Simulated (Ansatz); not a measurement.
W$_{15}$S$_{32}$ (cell charge +1, with a compensating background) (cell with a defect)

Input file:

```
crystal:
  lattice:
    - [6.3194333884, -10.9455797038, 0.0]
    - [6.3194333884, 10.9455797038, 0.0]
    - [0.0, 0.0, 16.939467192]
  atoms:
    - { symbol: W, position: [0.4195060498, 0.0874470624, 0.0] }
    - { symbol: W, position: [0.1664602508, 0.0829205017, 0.0] }
    - { symbol: W, position: [0.9179410126, 0.0874470624, 0.0] }
    - { symbol: W, position: [0.6625529376, 0.3304939502, 0.0] }
    - { symbol: W, position: [0.4160785524, 0.3339214476, 0.0] }
    - { symbol: W, position: [0.1678428953, 0.3339214476, 0.0] }
    - { symbol: W, position: [0.9179410126, 0.3304939502, 0.0] }
    - { symbol: W, position: [0.6670794983, 0.5835397492, 0.0] }
    - { symbol: W, position: [0.4160785524, 0.5821571047, 0.0] }
    - { symbol: W, position: [0.1664602508, 0.5835397492, 0.0] }
    - { symbol: W, position: [0.9161580722, 0.5823161445, 0.0] }
    - { symbol: W, position: [0.6625529376, 0.8320589874, 0.0] }
    - { symbol: W, position: [0.4195060498, 0.8320589874, 0.0] }
    - { symbol: W, position: [0.1676838555, 0.8338419278, 0.0] }
    - { symbol: W, position: [0.9161580722, 0.8338419278, 0.0] }
    - { symbol: S, position: [0.8369422729, 0.1684711364, 0.9071848495], spin: 0.167 }
    - { symbol: S, position: [0.5815288636, 0.1684711364, 0.9071848495], spin: 0.167 }
    - { symbol: S, position: [0.3323653847, 0.1673556773, 0.9070382753] }
    - { symbol: S, position: [0.0849902926, 0.1673556773, 0.9070382753] }
    - { symbol: S, position: [0.831802085, 0.4136041701, 0.9079041134] }
    - { symbol: S, position: [0.5826443227, 0.4176346153, 0.9070382753] }
    - { symbol: S, position: [0.3333333333, 0.4166666667, 0.9064419124] }
    - { symbol: S, position: [0.0849902926, 0.4176346153, 0.9070382753] }
    - { symbol: S, position: [0.833549527, 0.6667747635, 0.9069102836] }
    - { symbol: S, position: [0.5826443227, 0.6650097074, 0.9070382753] }
    - { symbol: S, position: [0.3323653847, 0.6650097074, 0.9070382753] }
    - { symbol: S, position: [0.0832252365, 0.6667747635, 0.9069102836] }
    - { symbol: S, position: [0.831802085, 0.918197915, 0.9079041134] }
    - { symbol: S, position: [0.5815288636, 0.9130577271, 0.9071848495], spin: 0.167 }
    - { symbol: S, position: [0.3363958299, 0.918197915, 0.9079041134] }
    - { symbol: S, position: [0.0832252365, 0.916450473, 0.9069102836] }
    - { symbol: S, position: [0.8369422729, 0.1684711364, 0.0928151505], spin: 0.167 }
    - { symbol: S, position: [0.5815288636, 0.1684711364, 0.0928151505], spin: 0.167 }
    - { symbol: S, position: [0.3323653847, 0.1673556773, 0.0929617247] }
    - { symbol: S, position: [0.0849902926, 0.1673556773, 0.0929617247] }
    - { symbol: S, position: [0.831802085, 0.4136041701, 0.0920958866] }
    - { symbol: S, position: [0.5826443227, 0.4176346153, 0.0929617247] }
    - { symbol: S, position: [0.3333333333, 0.4166666667, 0.0935580876] }
    - { symbol: S, position: [0.0849902926, 0.4176346153, 0.0929617247] }
    - { symbol: S, position: [0.833549527, 0.6667747635, 0.0930897164] }
    - { symbol: S, position: [0.5826443227, 0.6650097074, 0.0929617247] }
    - { symbol: S, position: [0.3323653847, 0.6650097074, 0.0929617247] }
    - { symbol: S, position: [0.0832252365, 0.6667747635, 0.0930897164] }
    - { symbol: S, position: [0.831802085, 0.918197915, 0.0920958866] }
    - { symbol: S, position: [0.5815288636, 0.9130577271, 0.0928151505], spin: 0.167 }
    - { symbol: S, position: [0.3363958299, 0.918197915, 0.0920958866] }
    - { symbol: S, position: [0.0832252365, 0.916450473, 0.0930897164] }
  host:
    lattice:
      - [3.1597166942, 0.0, 0.0]
      - [-1.5798583471, 2.7363949259, 0.0]
      - [0.0, 0.0, 16.939467192]
    atoms:
      - { symbol: W, position: [0.3333333333, 0.6666666667, 0.0] }
      - { symbol: S, position: [0.6666666667, 0.3333333333, 0.9069626205] }
      - { symbol: S, position: [0.6666666667, 0.3333333333, 0.0930373795] }
total_charge: 1
basis:
  ecutwfc: 420
  xc_grid: 2
kpoints:
  mp_grid: { grid: [2, 2, 2], shift: [0.0, 0.0, 0.0] }
hamiltonian:
  xc: pbe
  dispersion: d3bj
scf:
  occupations: { method: gaussian, width: 0.01 }
output:
  forces: true
  stress: false
  eigenvalues: true
  populations: true
  charged_corrections:
    defect_position: [0.66666667, 0.08333333, 0.0]
    epsilon: [[5.6101, 0.0, 0.0], [0.0, 5.6101, 0.0], [0.0, 0.0, 1.4325]]
  write_density: true
  write_potential: true
  elf: true
  volumetric_format: npy
magnetization:
  spin_polarized: true
relax:
  adjacent_minimum: "off"
  f_tol: 0.025
  max_steps: 45
```

Command:

```sh
ansatz run input.yaml --threads 4 --pin off --max-ram 10240MiB --backend cpu --events-out ev --progress --plain --runs-dir out
```

Spin-polarised.

Method: DFT PBE+D3(BJ), scalar-relativistic, plane waves, PAW in Ansatz.

Predict the valence pseudo-density and electron localisation function between the atoms.

W–S (2.37 Å): ρ at the midpoint is about 0.69 e/Å³; the ELF peaks at about 0.85 in the valence shell of S, 0.8 Å from its nucleus, and is about 0.50 at the midpoint.
W–S (2.41 Å): the density is about 0.63 e/Å³ at the midpoint; the ELF peaks at about 0.85 in the valence shell of S, 0.8 Å from its nucleus, and is about 0.50 at the midpoint.

Does the calculation give a band gap?

It is metallic or semimetallic at this level of theory: no gap opens.

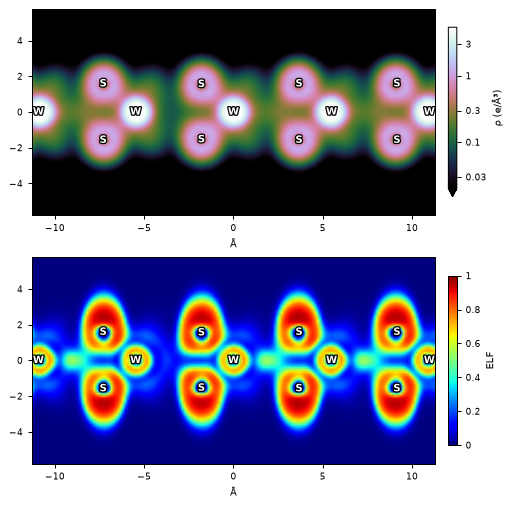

Computed valence pseudo-density and electron localisation function on the (110) plane of the calculation cell, a cut from vacuum to vacuum, in this order. 
